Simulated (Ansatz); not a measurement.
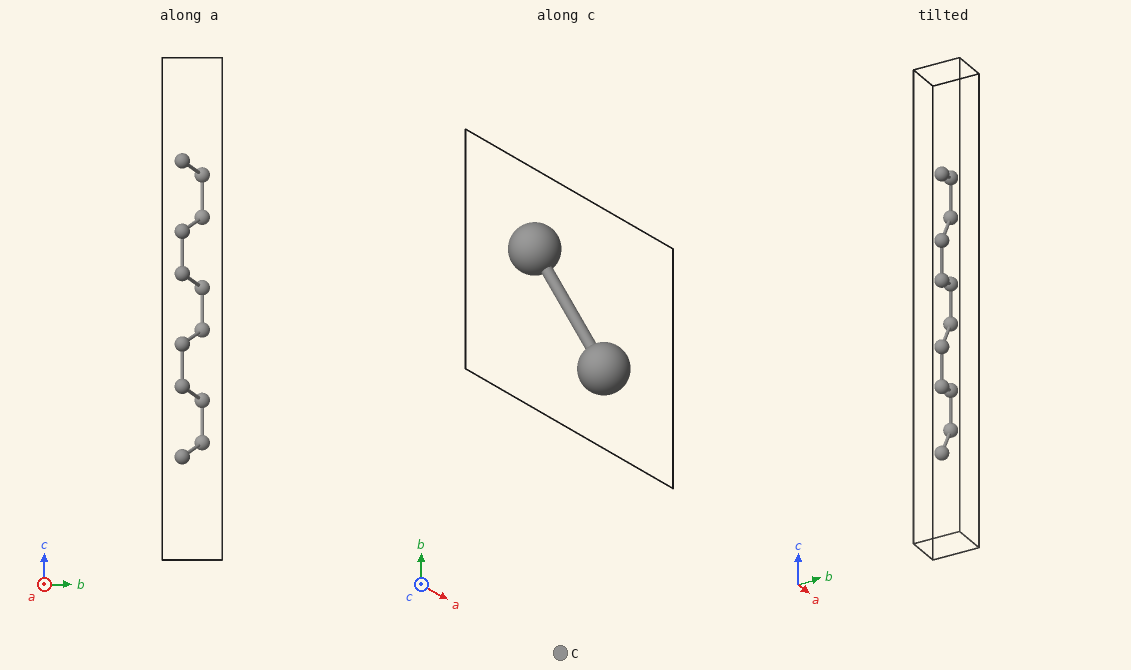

Structure drawing (ball-and-stick), viewed along the a axis, along the c axis and slightly off an axis. Atoms at the boundary of the simulation cell (the box) are drawn once for each face, edge or corner they touch. Cell: a = 2.522 Å, b = 2.522 Å, c = 18.356 Å, α = 90.00°, β = 90.00°, γ = 120.00°.

Notes on the structure:

The element is carbon. The cell holds twelve atoms. The coordination, counted out to bonding distance, is C 3 to 4 (mean 3.8). The bonds build C layers parallel to (001).

It goes back to an entry, possibly a prediction, of the Crystallography Open Database. The cell was then strained or its atoms displaced on purpose. It went into a calculation with Ansatz.

At this level of theory the run's own cell isn't at rest (forces up to 4.9 eV/Å), so its distances can differ from those at equilibrium, the more so the softer the solid.
